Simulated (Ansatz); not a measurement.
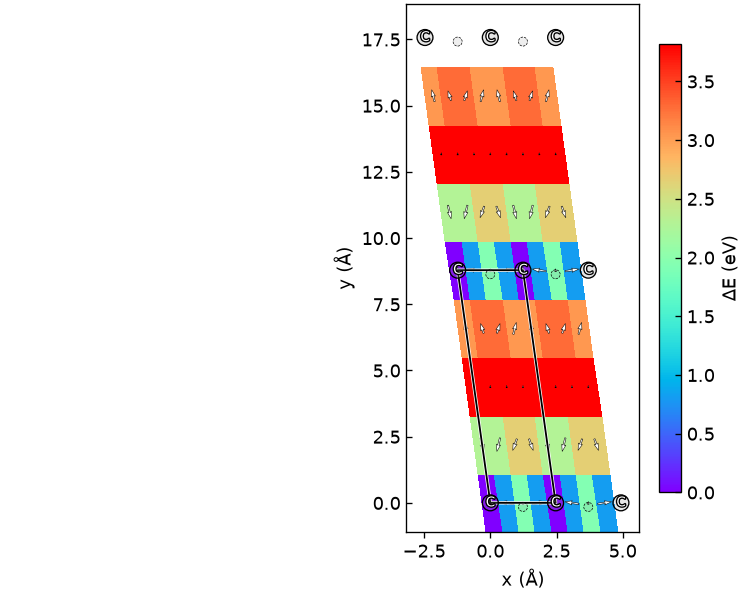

Energy landscape of Cl on a C(101) slab cut from the P6/mmm phase, its upper half relaxed before the scan (12 atoms of substrate and one adsorbate in a 2 × 1 cell). 
- Cl is moved over the surface cell; relaxed at each place: the height of the adsorbate's atoms; substrate rigid; the origin of the map has the adsorbate above C11.
- Places are given modulo a cell vector. The map is drawn in real space over the plane of the surface.
- The scan uses a 4 × 4 grid.
- Places are given in fractions of the 1 × 1 surface cell.
- Energies are in eV, from the lowest grid point.
- At some places the adsorbate sinks to or below the level of the top layer.
- The calculation used DFT PBE, scalar-relativistic, plane waves, PAW in Ansatz 0.2.0. Settings: cutoff 420 eV, k-mesh 6×3×1, gaussian smearing 0.1 eV, no spin polarisation.

The picture shows one coloured cell a grid point, arrows along the force (downhill), their lengths compressed, labelled circles for the atoms of the top layer and small ones for the second layer, the outline of one cell of the 2 × 2 shown. 

Summarise what can be read from the map.

The lowest grid point is at the top site over a surface C atom, (0/4, 0/4) of the cell vectors. The highest grid point, a place at or below the level of the top layer, (3/4, 2/4) of the cell vectors, lies 3.82 eV above the lowest. At the lowest point the adsorbate has 1 C at 1.73 Å as nearest neighbours, at the highest 1 C at 3.76 Å. Its relaxed height above the top atom is 1.73 Å at the lowest and −2.06 Å at the highest point.

Each point was launched as `ansatz run input.yaml --threads 4 --pin off --max-ram 12288MiB --backend cpu --events-out ev --progress --plain --runs-dir out`. The whole map (16 points run) took 13 min on 4 threads of Intel(R) Xeon(R) Platinum 8488C (Sapphire Rapids), with other jobs on the host.

PAW datasets: the set soft_1.
